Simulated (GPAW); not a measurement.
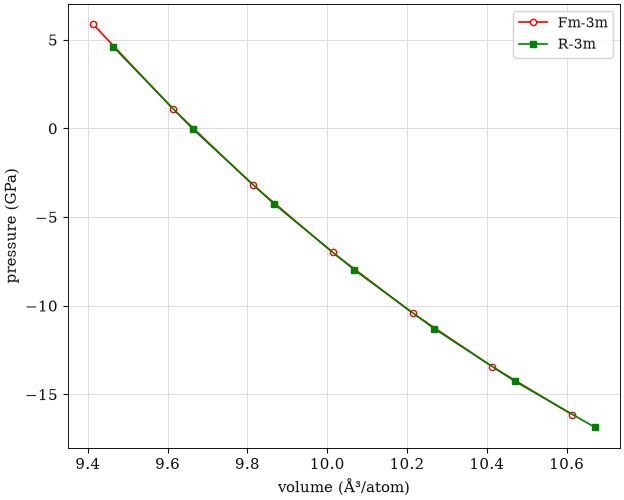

The figure shows the pressure against volume, with one curve for each structure, for FeO.

Calculation (GPAW 26.7.0): PAW DFT in plane waves, on a grid or in atomic orbitals, collinear spins; energies at scaled volumes of the given cell, shape and fractions fixed, counted from the fit's minimum, third-order Birch-Murnaghan fit. Level: PBEsol, collinear spin.

k mesh 11×11×11; occupations Fermi–Dirac; smearing width 0.05 eV; potentials PAW data sets made by gpaw setup for the functional; wave cutoff 800 eV.

Q: For Fm-3m: what does the pressure do across the range?

A: It falls from 5.89 GPa at volume 9.41 Å³/atom to −16.16 GPa at 10.61 Å³/atom, and changes sign near 9.66 Å³/atom.

Q: For R-3m: how does the pressure vary with volume?

A: It falls from 4.62 GPa at volume 9.46 Å³/atom to −16.87 GPa at 10.67 Å³/atom, and changes sign near 9.66 Å³/atom.

The computed values:

Fm-3m:
```tsv
volume (Å³/atom)	pressure (GPa)
9.41	5.89
9.61	1.11
9.81	-3.18
10.01	-7.00
10.21	-10.42
10.41	-13.45
10.61	-16.16
```

R-3m:
```tsv
volume (Å³/atom)	pressure (GPa)
9.46	4.62
9.66	-0.06
9.87	-4.24
10.07	-7.97
10.27	-11.30
10.47	-14.26
10.67	-16.87
```
